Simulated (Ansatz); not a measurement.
# Band-structure calculation of AlGa3As4

AlGa3As4 (Pmm2, 8 atoms in the cell), computed with DFT, r2SCAN, plane waves, PAW, no spin polarisation (Ansatz 0.2.0).

The structure was built on a prototype by a generator; it need not be a known phase. The geometry comes from this level: r2SCAN. Figures and captions count atoms from 1; the log counts them from 0 in places.

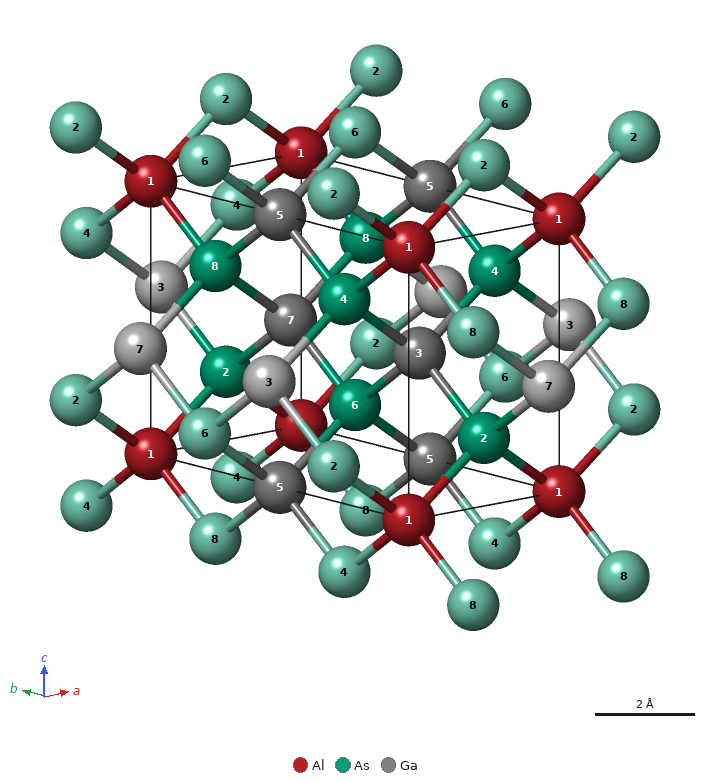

Figure 1. The structure (ball-and-stick view of the cell of the calculation, seen at an oblique angle; neighbours outside the cell are drawn fainter; atoms are numbered from 1 in the order of the input). An atom can appear more than once, as a periodic image.

Key numbers:

```csv
quantity,value
outcome,converged
space group (tolerance 0.01 Å),Pmm2 (25)
electrons treated,102
free energy,−31373.4823 eV
Fermi energy,7.388 eV
gap on the k-point mesh,1.31 eV
pressure,0.00 GPa
largest force (length of the vector),0.003 eV/Å
hardware,"4 threads of Intel Xeon @ 2.50GHz (Skylake/Cascade Lake), 189 GiB of memory available, shared host"
wall time,40 s (CPU time 2.5 min)
peak memory,1 GiB
```

Input file:
```yaml
crystal:
  lattice:
    - [4.0125823665, 0.0, 0.0]
    - [0.0, 8.0207499128, 0.0]
    - [0.0, 0.0, 5.6643204785]
  atoms:
    - { symbol: Al, position: [0.0, 0.0, 0.000949348] }
    - { symbol: As, position: [0.5, 0.0, 0.2499443653] }
    - { symbol: Ga, position: [0.5, 0.2505425162, 0.500042202] }
    - { symbol: As, position: [0.0, 0.2498761077, 0.7502315702] }
    - { symbol: Ga, position: [0.0, 0.5, -0.0006974922] }
    - { symbol: As, position: [0.5, 0.5, 0.2492562344] }
    - { symbol: Ga, position: [0.5, 0.7494574838, 0.500042202] }
    - { symbol: As, position: [0.0, 0.7501238923, 0.7502315702] }
kpoints:
  mp_grid: { grid: [6, 4, 4] }
  band_path:
    path:
      - [0.0, 0.0, 0.0]
      - [0.5, 0.0, 0.0]
      - [0.5, 0.5, 0.0]
      - [0.0, 0.5, 0.0]
      - [0.0, 0.0, 0.5]
      - [0.5, 0.0, 0.5]
      - [0.5, 0.5, 0.5]
      - [0.0, 0.5, 0.5]
    npoints: 1
hamiltonian:
  xc: r2scan
scf:
  occupations: { method: fixed }
  n_extra_bands: 6
output:
  forces: true
  stress: true
  eigenvalues: true
  write_density: true
  write_potential: true
  elf: true
  volumetric_format: npy
```

Command:
```bash
ansatz run input.yaml --threads 4 --pin off --max-ram 6451MiB --backend cpu --events-out ev --progress --plain --runs-dir out
```

Output:
```
scf.n_extra_bands = 6 over 51 filled bands (N_el = 102.0): the run solves 57 bands
Engine: ansatz 0.2.0, x86_64-unknown-linux-gnu
Pseudopotentials: kind: paw
Pseudopotential: Al, paw, valence charge 3, recommended cutoff 500 eV (meta_gga), Al.paw.azcp
Pseudopotential: As, paw, valence charge 15, recommended cutoff 500 eV (meta_gga), As.paw.azcp
Pseudopotential: Ga, paw, valence charge 13, recommended cutoff 500 eV (meta_gga), Ga.paw.azcp
Functional definition: r2SCAN
  parameter k0 = 0.174
  parameter k1 = 0.065
  parameter a1 = 4.9479
  exchange = r2scan_x(k0 = k0, k1 = k1, a1 = a1)
  correlation = r2scan_c
Crystal: 8 atoms, lattice volume = 182.300 Å³
Basis set: ecut = 500 eV, 4631 PW (Γ), exchange–correlation on 120×240×180 points (64 copies of the dense FFT grid, shifted against one another)
Bands: 57, of which v1, the nominal top of the filled ones, is band 51 counted from 1 (50 counted from 0)
Symmetry: 4 space group operations
Space group: Pmm2 (ITA 25), of the structure as read, at distance tolerance 5.7e-5 Å
k-points: 36 of 96 (time reversal used)
Non-local potential: Al, projectors of the file, l = 0: 2, l = 1: 2, l = 2: 1
Non-local potential: As, projectors of the file, l = 0: 2, l = 1: 2, l = 2: 3, l = 3: 1
Non-local potential: Ga, projectors of the file, l = 0: 2, l = 1: 2, l = 2: 3, l = 3: 1
PAW form: soft (Blöchl's): semilocal exchange-correlation on the pseudo side does not see the compensation charge
PAW frozen core: Al, regenerated for the run's functional (the file was generated under x = pbe(κ = 0.804, μ = 0.2195149727645171), c = pbe(β = 0.06672455060314922))
PAW frozen core: As, regenerated for the run's functional (the file was generated under x = pbe(κ = 0.804, μ = 0.2195149727645171), c = pbe(β = 0.06672455060314922))
PAW frozen core: Ga, regenerated for the run's functional (the file was generated under x = pbe(κ = 0.804, μ = 0.2195149727645171), c = pbe(β = 0.06672455060314922))
PAW one-centre angular grid: Al, 302 points (default); XC on 160 Gauss nodes
PAW one-centre angular grid: As, 590 points (default); XC on 160 Gauss nodes
PAW one-centre angular grid: Ga, 590 points (default); XC on 160 Gauss nodes
Initial density: superposition of atomic densities (neutral atoms: chi_scale 0, normalization atom), corrected by the library's trained network
Initial wavefunctions: pseudopotential atomic-orbital guess
Functional: x = r2scan, c = r2scan; τ floored in thin density (d = 2e-4 eV/Å³)
SCF iter   1: F=—  HF=-31373.436792 eV  |F-HF|=—  |Δ(HF+E_count)|=         —  Δρ=7.07e-3  dr2=4.72e-2  dr2_τ=2.17e-2  ethr=1.77e-3  ⟨swp⟩=5.0  Hψ=6620  notcnv=0  defer=111
preconditioner: auto → Resta (q_TF=auto, 2.477 Å⁻¹)  ε∞=3.6  [insulator: Δε(μ)=1.244 eV  Ē_g=13.490 eV  n_scr=44 (ndim 8)  ℏωp=21.7 eV  f_vac=0.064  ε∞_Penn≈3.6]
SCF iter   2: F=—  HF=-31373.483095 eV  |F-HF|=—  |Δ(HF+E_count)|=   4.63e-2  Δρ=2.06e-3  dr2=7.20e-3  dr2_τ=1.29e-4  ethr=4.63e-5  ⟨swp⟩=3.0  Hψ=4438  notcnv=0  defer=143
SCF iter   3: F=—  HF=-31373.482215 eV  |F-HF|=—  |Δ(HF+E_count)|=   8.80e-4  Δρ=1.67e-3  dr2=3.28e-3  dr2_τ=2.02e-5  ethr=7.06e-6  ⟨swp⟩=2.0  Hψ=3179  notcnv=0  defer=144
SCF iter   4: F=—  HF=-31373.482414 eV  |F-HF|=—  |Δ(HF+E_count)|=   1.99e-4  Δρ=5.12e-4  dr2=5.17e-4  dr2_τ=4.29e-6  ethr=3.21e-6  ⟨swp⟩=3.0  Hψ=3899  notcnv=0  defer=144
SCF iter   5: F=—  HF=-31373.482265 eV  |F-HF|=—  |Δ(HF+E_count)|=   1.49e-4  Δρ=1.31e-4  dr2=3.51e-5  dr2_τ=5.82e-7  ethr=5.07e-7  ⟨swp⟩=2.0  Hψ=3887  notcnv=0  defer=143
SCF iter   6: F=—  HF=-31373.482258 eV  |F-HF|=—  |Δ(HF+E_count)|=   7.46e-6  Δρ=4.23e-5  dr2=5.18e-6  dr2_τ=5.21e-8  ethr=3.44e-8  ⟨swp⟩=2.0  Hψ=2425  notcnv=0  defer=65
SCF iter   7: F=—  HF=-31373.482260 eV  |F-HF|=—  |Δ(HF+E_count)|=   1.74e-6  Δρ=9.43e-6  dr2=2.97e-7  dr2_τ=1.95e-9  ethr=5.08e-9  ⟨swp⟩=2.0  Hψ=2567  notcnv=0  defer=65
SCF iter   8: F=-31373.482260 eV  HF=-31373.482260 eV  |F-HF|=3.30e-9  |Δ(HF+E_count)|=   7.09e-8  Δρ=2.23e-6  dr2=1.72e-8  dr2_τ=2.23e-10  ethr=9.80e-11  ⟨swp⟩=15.2  Hψ=14682  notcnv=0
SCF 1 converged in 8 iterations: F = -31373.482260 eV  dr2 = 1.72e-8
  greatest PAW one-centre occupation: 0.999 electrons in one spin orbital (limit 2), on the As atom at site 5 (counted from 0), in its partial waves of l = 2
NSCF: frozen V_eff on 8 k-points
SCF converged after 8 iterations
Free energy (F): -31373.482260 eV
Harris-Foulkes:  -31373.482260 eV  (|F-HF|=3.30e-9)
Internal energy: -31373.482260 eV  (E = F + TS)
E sigma→0 (E₀):  -31373.482260 eV
Fermi energy:    7.388210 eV
--- Per-component energies (eV) ---
  E_band       = -1289.442947
  E_kinetic    = 782.059748
  E_local      = -14447.962160  (includes V_loc(G=0)·N_el)
  E_nonlocal   = -1388.563602
  E_hartree    = 7342.827692
  E_xc         = -520.730872
  E_vxc        = -546.959425  (∫ρ·V_xc dr)
  E_paw        = -13877.702122  (= ΣΔE_a)
  E_vpaw       = -401.732245  (= ΣTr[D̂ρ^β])
  E_aug_tail   = -0.000134  (compensation charges beyond the density's cutoff)
  E_vtau       = 28.059278  (kinetic-family band-sum trace: ∫τ·v_τ [+ j·A + Jᵃ·Aᵃ] dr)
  E_ewald      = -9255.561863
  E_core_change = -7.848949  (= ΣΔE_core)
  E_smearing   = -0.000000  (= −TS)
  E_closure    = 0.000000  (closes the sum)
  Σ components = -31373.482260   (vs F -31373.482260, Δ=0.00e0)
--- Forces (eV/Å), atoms counted from 1 ---
  atom   1  Al     0.00000000     0.00000000     0.00054088
  atom   2  As     0.00000000     0.00000000     0.00291736
  atom   3  Ga    -0.00000000     0.00022911     0.00058257
  atom   4  As     0.00000000    -0.00202103    -0.00241095
  atom   5  Ga     0.00000000     0.00000000     0.00087160
  atom   6  As     0.00000000     0.00000000    -0.00067032
  atom   7  Ga    -0.00000000    -0.00022911     0.00058257
  atom   8  As     0.00000000     0.00202103    -0.00241095
  max |Σ_I F_I| component: 2.76e-6 eV/Å
--- Stress (GPa, compression-positive) ---
        0.001906       0.000000       0.000000
        0.000000      -0.009165       0.000000
        0.000000       0.000000      -0.007422
  P = ⅓ Tr σ = -0.0049 GPa (-0.049 kbar)
--- Band table (eV; the first three rows and the last of 36) ---
  k-point 0: bands = ["-28.2678", "-28.2670", "-28.2663", "-28.2560", "-28.2545", "-28.1909", "-28.1904", "-28.1900", "-28.1899", "-28.1688", "-28.1681", "-28.1659", "-28.1649", "-28.1645", "-28.1642", "-28.1097", "-28.1070", "-28.0836", "-28.0835", "-28.0748", "-7.8210", "-7.7748", "-7.7691", "-7.7122", "-7.7099", "-7.7039", "-7.6983", "-7.6809", "-7.6732", "-7.6564", "-7.6401", "-7.6401", "-7.6334", "-7.6291", "-7.6208", "-5.5490", "-3.9705", "-3.8604", "-3.0832", "0.7460", "1.7412", "2.2096", "4.0996", "4.1100", "4.7617", "4.7711", "6.1890", "6.2301", "7.3797", "7.3872", "7.3882", "8.6976", "9.1794", "9.5328", "10.5739", "10.8211", "11.5939"]
  k-point 1: bands = ["-28.2678", "-28.2670", "-28.2663", "-28.2560", "-28.2545", "-28.1909", "-28.1904", "-28.1900", "-28.1899", "-28.1688", "-28.1681", "-28.1659", "-28.1649", "-28.1645", "-28.1642", "-28.1097", "-28.1070", "-28.0836", "-28.0835", "-28.0748", "-7.8140", "-7.7801", "-7.7686", "-7.7145", "-7.7080", "-7.7073", "-7.6996", "-7.6867", "-7.6798", "-7.6541", "-7.6386", "-7.6382", "-7.6325", "-7.6298", "-7.6206", "-5.3068", "-3.9155", "-3.8294", "-3.6369", "1.1571", "1.3079", "1.8597", "5.0161", "5.0212", "5.1455", "5.1522", "5.6998", "6.2170", "6.2740", "6.7675", "6.7716", "9.2173", "9.9046", "9.9291", "10.1217", "10.7358", "10.9981"]
  k-point 2: bands = ["-28.2678", "-28.2670", "-28.2663", "-28.2560", "-28.2545", "-28.1909", "-28.1904", "-28.1900", "-28.1899", "-28.1688", "-28.1681", "-28.1659", "-28.1649", "-28.1645", "-28.1642", "-28.1098", "-28.1070", "-28.0836", "-28.0835", "-28.0748", "-7.8013", "-7.7906", "-7.7680", "-7.7249", "-7.7011", "-7.7008", "-7.7003", "-7.6960", "-7.6895", "-7.6516", "-7.6372", "-7.6367", "-7.6316", "-7.6309", "-7.6204", "-4.6917", "-4.5538", "-3.8572", "-3.7298", "0.7470", "1.0230", "3.3066", "3.7683", "5.6761", "5.6928", "5.8014", "5.8083", "6.2754", "6.2839", "6.3197", "6.3313", "8.7961", "9.1609", "9.7223", "10.0596", "11.1761", "11.2475"]
  k-point 35: bands = ["-28.2678", "-28.2668", "-28.2658", "-28.2554", "-28.2549", "-28.1904", "-28.1904", "-28.1896", "-28.1895", "-28.1681", "-28.1679", "-28.1653", "-28.1653", "-28.1648", "-28.1648", "-28.1097", "-28.1067", "-28.0841", "-28.0839", "-28.0734", "-7.8130", "-7.7988", "-7.7821", "-7.7479", "-7.6916", "-7.6911", "-7.6881", "-7.6877", "-7.6804", "-7.6460", "-7.6437", "-7.6384", "-7.6360", "-7.6303", "-7.6219", "-3.5539", "-3.4963", "-3.4603", "-3.3741", "0.8995", "0.9048", "0.9085", "1.6876", "4.2013", "4.2024", "4.2336", "4.4087", "5.4767", "5.4924", "5.5471", "5.5623", "10.7086", "10.8626", "10.8884", "11.4548", "11.8297", "11.9130"]
```

File rho_z.tsv:
```
# z_ang	rho[e/angstrom^3]
# format = ansatz-planar-average/11
# lattice	4.012582367	0.000000000	0.000000000
# lattice	0.000000000	8.020749913	0.000000000
# lattice	0.000000000	0.000000000	5.664320478
# sites	8
# site	13	0.000000000	0.000000000	0.005377411
# site	33	2.006291183	0.000000000	1.415764987
# site	31	2.006291183	2.009538865	2.832399285
# site	33	0.000000000	2.004193769	4.249552047
# site	31	0.000000000	4.010374956	-0.003950819
# site	33	2.006291183	4.010374956	1.411867193
# site	31	2.006291183	6.011211048	2.832399285
# site	33	0.000000000	6.016556144	4.249552047
0.000000	6.302240e-1
0.125874	5.546229e-1
0.251748	4.050095e-1
0.377621	2.865105e-1
0.503495	2.335710e-1
0.629369	2.287247e-1
0.755243	2.599606e-1
0.881117	3.411977e-1
1.006990	4.991511e-1
1.132864	7.346444e-1
1.258738	9.811120e-1
1.384612	1.118962e0
1.510485	1.065955e0
1.636359	8.551844e-1
1.762233	6.029913e-1
1.888107	4.086509e-1
2.013981	3.007818e-1
2.139854	2.610941e-1
2.265728	2.726145e-1
2.391602	3.519839e-1
2.517476	5.447446e-1
2.643350	8.466161e-1
2.769223	1.102478e0
2.895097	1.103094e0
3.020971	8.479291e-1
3.146845	5.458968e-1
3.272718	3.527000e-1
3.398592	2.730740e-1
3.524466	2.615547e-1
3.650340	3.015014e-1
3.776214	4.098920e-1
3.902087	6.048113e-1
4.027961	8.571125e-1
4.153835	1.067064e0
4.279709	1.118572e0
4.405583	9.794553e-1
4.531456	7.326585e-1
4.657330	4.976915e-1
4.783204	3.405827e-1
4.909078	2.601697e-1
5.034952	2.299004e-1
5.160825	2.366096e-1
5.286699	2.930360e-1
5.412573	4.150403e-1
5.538447	5.631422e-1
```

File v_z.tsv:
```
# z_ang	v_es[eV]	v_tot[eV]
# format = ansatz-planar-average/11
# xc	r2scan
# density_cutoff_ev	2000
# datasets	Al=:simpson_from_first_knot:soft:shift=0	As=:simpson_from_first_knot:soft:shift=0	Ga=:simpson_from_first_knot:soft:shift=0
# lattice	4.012582367	0.000000000	0.000000000
# lattice	0.000000000	8.020749913	0.000000000
# lattice	0.000000000	0.000000000	5.664320478
# sites	8
# site	13	0.000000000	0.000000000	0.005377411
# site	33	2.006291183	0.000000000	1.415764987
# site	31	2.006291183	2.009538865	2.832399285
# site	33	0.000000000	2.004193769	4.249552047
# site	31	0.000000000	4.010374956	-0.003950819
# site	33	2.006291183	4.010374956	1.411867193
# site	31	2.006291183	6.011211048	2.832399285
# site	33	0.000000000	6.016556144	4.249552047
0.000000	5.684240e0	-3.485165e0
0.125874	5.673722e0	-3.491623e0
0.251748	5.642215e0	-3.525571e0
0.377621	5.557841e0	-3.608549e0
0.503495	5.364102e0	-3.854211e0
0.629369	5.180107e0	-4.195832e0
0.755243	5.239468e0	-4.314134e0
0.881117	5.616049e0	-4.082406e0
1.006990	6.171715e0	-3.657718e0
1.132864	6.741565e0	-3.178202e0
1.258738	7.204093e0	-2.757687e0
1.384612	7.437149e0	-2.558229e0
1.510485	7.374973e0	-2.610734e0
1.636359	7.040982e0	-2.911210e0
1.762233	6.540831e0	-3.371277e0
1.888107	5.989046e0	-3.834779e0
2.013981	5.502205e0	-4.243193e0
2.139854	5.256311e0	-4.412069e0
2.265728	5.286898e0	-4.268681e0
2.391602	5.403404e0	-4.091055e0
2.517476	5.419785e0	-4.063885e0
2.643350	5.369490e0	-4.100625e0
2.769223	5.337404e0	-4.147525e0
2.895097	5.336618e0	-4.149142e0
3.020971	5.367105e0	-4.104862e0
3.146845	5.415406e0	-4.071512e0
3.272718	5.396222e0	-4.102111e0
3.398592	5.277582e0	-4.282301e0
3.524466	5.247369e0	-4.425126e0
3.650340	5.496090e0	-4.252629e0
3.776214	5.986903e0	-3.839639e0
3.902087	6.542002e0	-3.371592e0
4.027961	7.043988e0	-2.909154e0
4.153835	7.378688e0	-2.606973e0
4.279709	7.441136e0	-2.553439e0
4.405583	7.208582e0	-2.751145e0
4.531456	6.747691e0	-3.170855e0
4.657330	6.180712e0	-3.647630e0
4.783204	5.627986e0	-4.070298e0
4.909078	5.253908e0	-4.301906e0
5.034952	5.193593e0	-4.181498e0
5.160825	5.372185e0	-3.845710e0
5.286699	5.559716e0	-3.606524e0
5.412573	5.641225e0	-3.523915e0
5.538447	5.672863e0	-3.492246e0
```

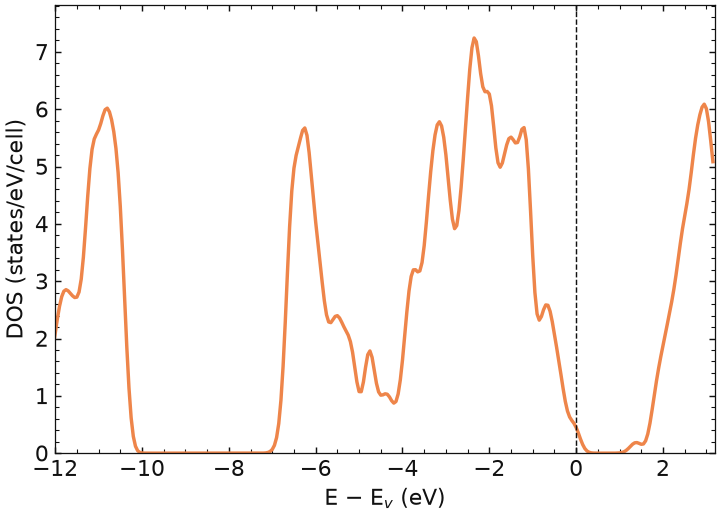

Figure 2. Density of states (the curve is built from the levels of the k mesh with Gaussians 0.3 eV wide, which also blur the band edges), with energies from the valence-band top. There is a gap of 1.31 eV on the k-point mesh. Small ripples come from the finite k-point mesh.

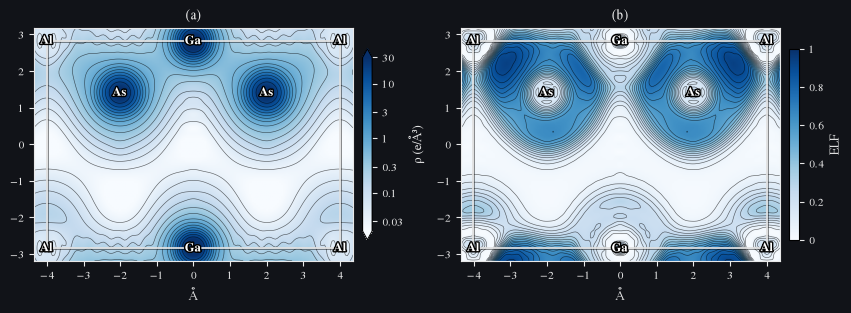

Figure 3. (a) valence electron density; (b) electron localisation function on the (100) plane of the conventional cell. The section cuts through Al, As and Ga sites. Ga–As (2.45 Å): ρ at the midpoint is about 0.5 e/Å³; the ELF peaks at about 0.80 between the atoms (localised, shared-pair bonding). Away from the nuclei the density in this plane falls to 0.01 e/Å³ at its lowest. In a PAW calculation such maps are meaningful between the atoms, not at the nuclei.

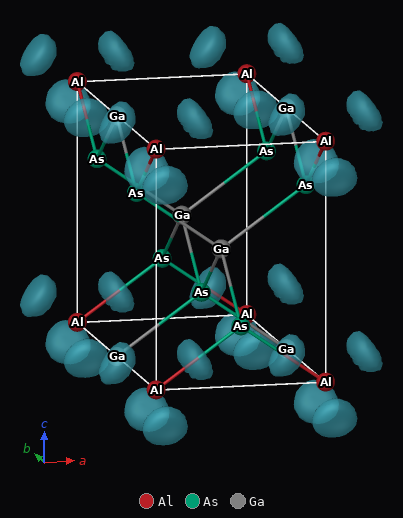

Figure 4. Isosurface of the ELF at 0.85 (cyan), seen slightly off an axis. Core shells and regions of very low density are left out. Sticks mark near contacts. The outline is the cell set on symmetry axes. The ELF exceeds this value in four regions between bonded Al–As atoms (shared pairs), counted in one cell of 8 atoms. Profiles from the grid: Al–As (2.45 Å): the ELF peaks at about 0.95 between the atoms (a shared electron pair). Ga–As (2.45 Å): the ELF peaks at about 0.80 between the atoms, which marks a shared electron pair.
